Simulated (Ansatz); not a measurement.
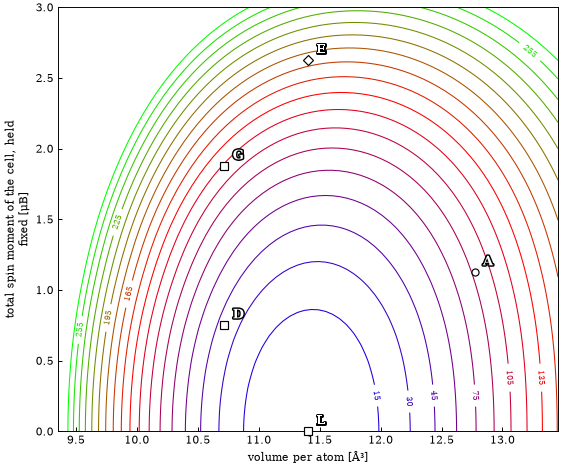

AlNi3 (Fm-3m, No. 225; 4 atoms in the cell). The energy is mapped over volume and a fixed ferromagnetic moment. First axis: volume per atom. Second axis: total spin moment of the cell, held fixed. Nothing is relaxed (shape and fractional coordinates fixed). The grid has 7 × 9 points. Points are written as (first, second). Energies: meV/atom, counted from the lowest grid point. The moment is held fixed and parallel; antiferromagnetic orders weren't tried. Theory: DFT PBE, scalar-relativistic, plane waves, PAW in Ansatz. Settings: cutoff 520 eV, k-mesh 14×14×14, gaussian smearing 0.15 eV.

In the figure: contour lines labelled in meV/atom (none above 270), lettered points. Between grid points the surface is interpolated.

Question: Is D the lowest point of the computed grid?

Answer: No. D lies 39 meV/atom above the lowest grid point, which is at (11.40 Å³, 0.000 μB).

Question: Rank the lettered points by energy, lowest first.

Answer: L (0 meV/atom), D (39 meV/atom), A (92 meV/atom), G (118 meV/atom), E (172 meV/atom).

PAW datasets: the set soft_1.
